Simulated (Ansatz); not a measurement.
C (Im-3m, No. 229): the end point of a relaxation with DFT, revPBE, plane waves (420 eV) with PAW, scalar-relativistic in Ansatz 0.2.0; the starting structure was generated, so it need not be a known form of this composition.

```
CELL_PARAMETERS angstrom
2.38636 0.00000 0.00000
0.00000 2.38636 0.00000
0.00000 0.00000 2.38636
ATOMIC_POSITIONS crystal
C 0.00000 0.00000 0.00000
C 0.50000 0.50000 0.50000
```

What will an iDPC-like image along [210] show? Simulated as the projected potential of neutral atoms (B = 0.5 Å²) blurred by a 0.50 Å probe, the thin-sample limit of integrated differential phase contrast. The display is stretched by a gamma of 0.8; percentages refer to the linear signal. Shot noise and the speckle of an amorphous layer were added.

The columns repeat on a centred rectangular net of 1.07 × 2.39 Å (plane group c2mm). All columns are alike (C). The shortest distance between visible columns is 1.07 Å in projection. Along the beam the structure repeats every 5.34 Å.

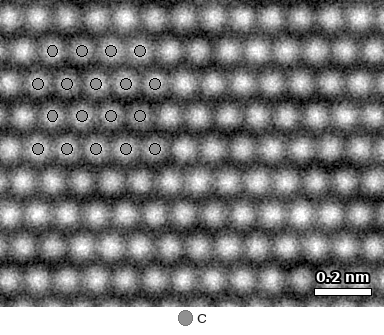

The simulated image, with the columns of the model marked in one corner.
